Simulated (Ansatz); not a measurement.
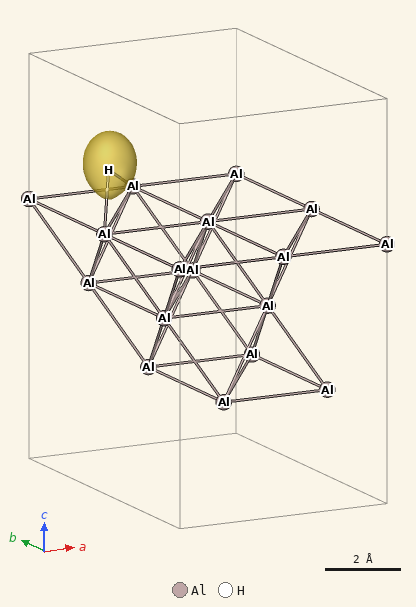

*Al12H (slab). Isosurface of the electron localisation function at 0.85 (yellow), seen at an oblique angle. Only the valence region is drawn (cores and ρ < 0.01 e/Å³ removed). Sticks mark near contacts.*

Not relaxed (largest force 0.4 eV/Å); the program warned that a starting moment wasn't kept; spin-polarised, but the moments vanished.

The calculation used Ansatz 0.2.0, DFT PBE, scalar-relativistic, plane waves, PAW.

Core electrons are frozen (PAW), and the valence fields are smoothed inside the atomic spheres.

```yaml
crystal:
  lattice:
    - [5.71430, 0.00000, 0.00000]
    - [-2.85715, 4.94873, 0.00000]
    - [0.00000, 0.00000, 21.60164]
  atoms:
    - { symbol: Al, position: [0.33333, 0.16667, 0.18517] }
    - { symbol: Al, position: [0.33333, 0.66667, 0.18517] }
    - { symbol: Al, position: [0.83333, 0.16667, 0.18517] }
    - { symbol: Al, position: [0.83333, 0.66667, 0.18517] }
    - { symbol: Al, position: [0.16667, 0.33333, 0.29169] }
    - { symbol: Al, position: [0.16667, 0.83333, 0.29169] }
    - { symbol: Al, position: [0.66667, 0.33333, 0.29169] }
    - { symbol: Al, position: [0.66667, 0.83333, 0.29169] }
    - { symbol: Al, position: [0.00000, 0.00000, 0.39819] }
    - { symbol: Al, position: [0.00000, 0.50000, 0.39819] }
    - { symbol: Al, position: [0.50000, 0.00000, 0.39819] }
    - { symbol: Al, position: [0.50000, 0.50000, 0.39819] }
    - { symbol: H, position: [0.22222, 0.77778, 0.45282] }
```

> Where are the electrons localised?

The surface consists of one region around a hydrogen nucleus, counted in one cell of 13 atoms. Counts are for one cell; the picture repeats the cell along the surface. Along the contacts the grid gives the following. Al–H (1.87 Å): the ELF climbs to about 1 towards the hydrogen. Al–Al (2.83 Å): the ELF peaks at about 0.70 between the atoms.
